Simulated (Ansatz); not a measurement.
# Run report: Si23C, geometry relaxation (part 3 of 3)

Continued. System: Si23C (slab, 24 atoms in the cell). Method: DFT PBE, scalar-relativistic, plane waves, PAW, no spin polarisation (Ansatz 0.2.0); cutoff 420 eV, 4×4×1 k-mesh, Gaussian smearing of 0.1 eV. The structure derives from an entry of the Crystallography Open Database. The input holds or restrains some coordinates. Forces given for the steps count only the free coordinates. It belongs to a series of runs on one base structure; here: C in place of Si, atoms relaxed.

Geometry of the input (Å; fractional positions):
```
7.6805  0.0000  0.0000
0.0000  7.6805  0.0000
0.0000  0.0000  24.7887
Si 0.0000  0.2500  0.3631
Si 0.0000  0.7500  0.3631
Si 0.5000  0.2500  0.3631
Si 0.5000  0.7500  0.3631
Si 0.0000  0.0000  0.4178
Si 0.0000  0.5000  0.4178
Si 0.5000  0.0000  0.4178
Si 0.5000  0.5000  0.4178
Si 0.2500  0.0000  0.4726
Si 0.2500  0.5000  0.4726
Si 0.7500  0.0000  0.4726
Si 0.7500  0.5000  0.4726
Si 0.2500  0.2500  0.5274
Si 0.2500  0.7500  0.5274
Si 0.7500  0.2500  0.5274
Si 0.7500  0.7500  0.5274
Si 0.0000  0.2500  0.5822
Si 0.0000  0.7500  0.5822
Si 0.5000  0.2500  0.5822
Si 0.5000  0.7500  0.5822
Si 0.0000  0.0000  0.6369
Si 0.0000  0.5000  0.6369
Si 0.5000  0.0000  0.6369
C  0.5000  0.5000  0.6369
```

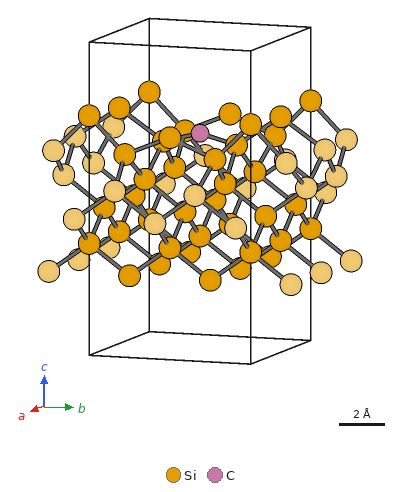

The geometry at step 12 of the log (ball-and-stick view of the cell of the calculation, with the vacuum cut short, seen slightly off an axis; neighbours outside the cell are drawn fainter).

Key numbers:

| quantity | value |
| --- | --- |
| outcome | converged under the restraints of the input |
| electrons treated | 96 |
| free energy | −14857.4312 eV |
| work function, top face | 4.99 eV |
| work function, bottom face | 5.45 eV |
| Fermi energy | −1.554 eV |
| gap on the k-point mesh | none (metallic) |
| final volume | 1462.29 Å³ |
| work function (upper face) | 4.99 eV |
| largest force (length of the vector) at the end, held atoms and coordinates included | 0.223 eV/Å |
| hardware | 4 threads of Arm Neoverse V2, 24 GiB of memory available, shared host |
| wall time | 6.8 min (CPU time 25 min) |
| peak memory | 2.4 GiB |
